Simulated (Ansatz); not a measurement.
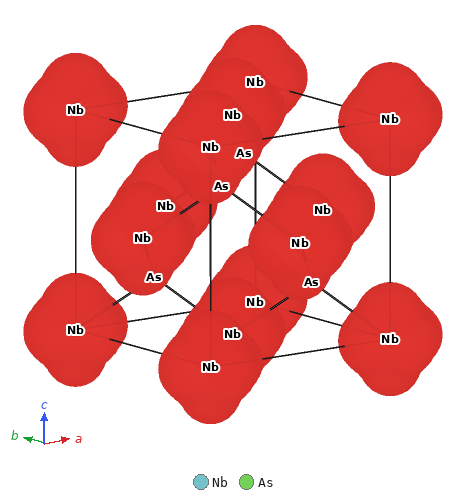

Figure 1: NbAs. Isosurface of the magnetisation density (up minus down) at +0.04 e/Å³ (red), seen at an oblique angle. Sticks mark near contacts.

Space group F-43m; started from the zinc blende prototype, which need not be the ambient phase; spin-polarised.

Theory: DFT r2SCAN, scalar-relativistic, plane waves, PAW in Ansatz.

Core electrons are frozen (PAW), and the valence fields are smoothed inside the atomic spheres.

```
CELL_PARAMETERS angstrom
5.85205 0.00000 0.00000
0.00000 0.00000 -5.85205
0.00000 5.85205 0.00000
ATOMIC_POSITIONS crystal
Nb 0.50000 0.50000 0.00000
Nb 0.00000 0.50000 0.50000
Nb 0.00000 0.00000 0.00000
Nb 0.50000 0.00000 0.50000
As 0.25000 0.75000 0.25000
As 0.75000 0.75000 0.75000
As 0.75000 0.25000 0.25000
As 0.25000 0.25000 0.75000
```

Question: Which atoms carry the moments, and with what signs?

Answer: The spin density sits on Nb: +1.0 μB (×4) in one cell of 8 atoms, with smaller moments on other sites: As (up to −0.06 μB): parallel main moments, as they must be, since the calculation's own cell holds one magnetic site. The cell of the calculation (2 atoms) carries 1.4 μB of net spin moment.
